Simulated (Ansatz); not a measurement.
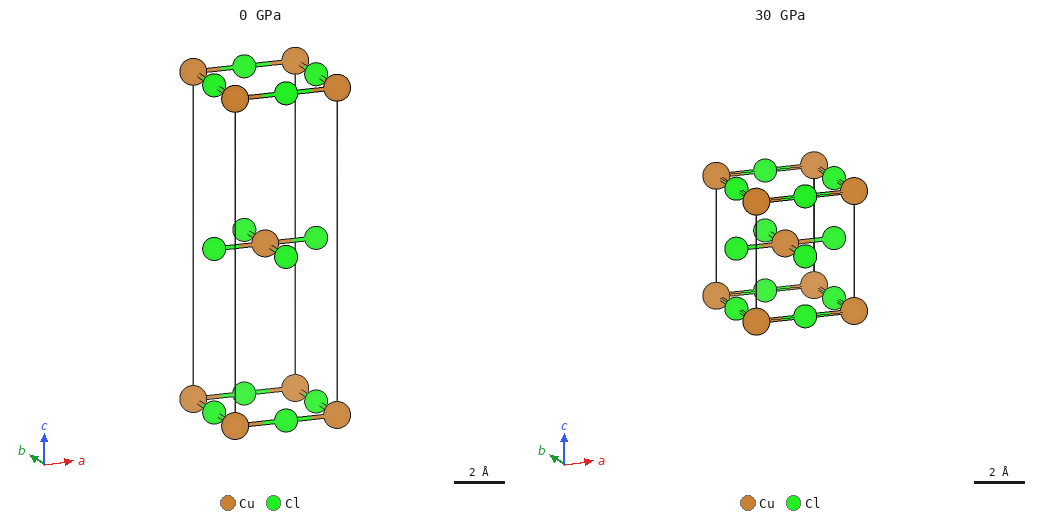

CuCl₂, space group I4/mmm (No. 139), relaxed (cell and atoms) under a series of hydrostatic pressures; the conventional cell is drawn at the lowest and the highest, to one scale (sticks follow a distance rule). The start was a structure listed in the Materials Project. Other forms of this composition are known.

Alike in all runs: Ansatz 0.2.0; functional PBEsol; potentials Ansatz PAW; cutoff 420 eV; k mesh 8 × 8 × 8 on the run's cell of 3 atoms; occupations fermi-dirac, width 0.05 eV; no spin polarisation; no spin-orbit coupling.

| pressure (GPa) | volume (Å³/atom) | a (Å) | c (Å) |
| --- | --- | --- | --- |
| 0.0 | 45.223 | 4.450 | 13.700 |
| 2.0 | 22.199 | 4.423 | 6.810 |
| 5.0 | ? | ? | ? |
| 10.0 | 18.379 | 4.355 | 5.815 |
| 20.0 | 16.417 | 4.306 | 5.313 |
| 30.0 | 15.213 | 4.263 | 5.022 |

Question: What equation of state do the given rows imply, and what volume does it predict for the missing row?

Answer: The fit gives V0 = 25.30 Å³/atom, B0 = 9.6 GPa and B0′ = 8.0, which puts the volume at 5.0 GPa at 20.23 Å³/atom. The run gave volume 20.036 Å³/atom; a 4.397 Å; c 6.217 Å.

Question: Which axis yields most up to 30 GPa?

Answer: The c axis: a −4.2 %, c −63.3 %, against −66.4 % in volume.

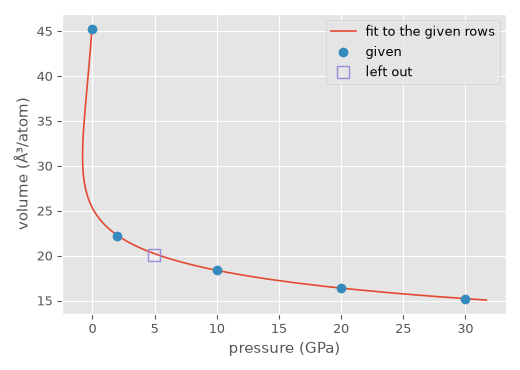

Volume against pressure, with the fit. The structure was kept in its own symmetry, so a change to another phase within this range wouldn't be seen.

Caveat: the plane-wave basis is chosen anew once the cell has moved, so the energies of steps on either side of that aren't comparable; an odd number of electrons without spin polarisation forces a metal, and a magnetic or distorted state may lie lower; the run has no spin polarisation, though such a crystal can be magnetic.
